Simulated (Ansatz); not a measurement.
GaAs

```
Ga As
1.0
     7.08473    0.00000    0.00000
     0.00000    7.08473    0.00000
     0.00000    0.00000    7.08473
Ga As
6 6
Direct
  0.50000 0.00000 0.75000
  0.75000 0.50000 0.00000
  0.00000 0.75000 0.50000
  0.50000 0.00000 0.25000
  0.25000 0.50000 0.00000
  0.00000 0.25000 0.50000
  0.00000 0.50000 0.75000
  0.75000 0.00000 0.50000
  0.50000 0.75000 0.00000
  0.00000 0.50000 0.25000
  0.25000 0.00000 0.50000
  0.50000 0.25000 0.00000
```

Space group Pm-3n; a structure generated by program, which may or may not match a known phase.

All numbers below come from DFT PBE, scalar-relativistic, plane waves, PAW in Ansatz 0.2.0.

The density is the valence pseudo-density of a PAW calculation; it isn't the true density close to the nuclei.

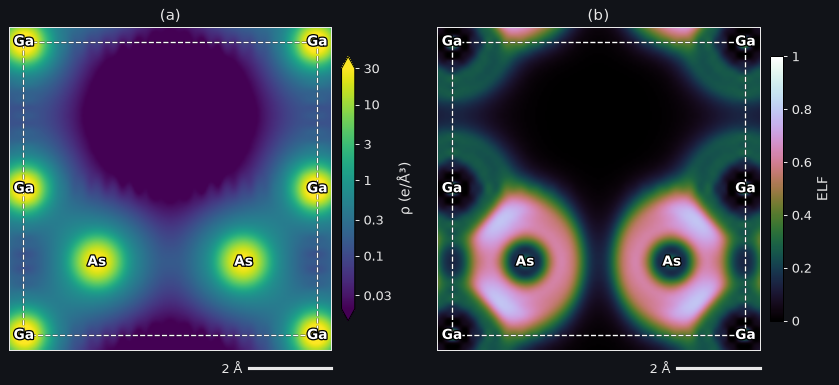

Figure 1. (a) valence electron density; (b) electron localisation function on the (001) plane of the conventional cell.

> Describe what can be read from this map.

- Atoms in the plane: Ga and As.
- Ga–As (2.50 Å): the density is about 0.45 e/Å³ at the midpoint; the ELF peaks at about 0.75 between the atoms.
- The density dies away to nearly zero in the voids.
- The features right at Ga lie inside the PAW spheres, where the map follows smoothed inner orbitals and isn't to be read closely.

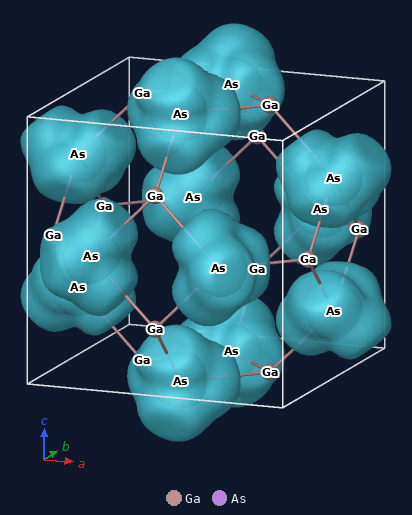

Figure 2. Isosurface of the electron localisation function at 0.6 (cyan), seen slightly off an axis. Only the valence region is drawn (cores and ρ < 0.01 e/Å³ removed). Sticks mark near contacts.

> Describe the localisation domains.

At this value the surface marks out six regions on As in which the atom's valence shell and bonds are merged, counted in one cell of 12 atoms. Regions shared between cells count once.

> Does the calculation give a band gap?

It is metallic or semimetallic at this level of theory: no gap opens.
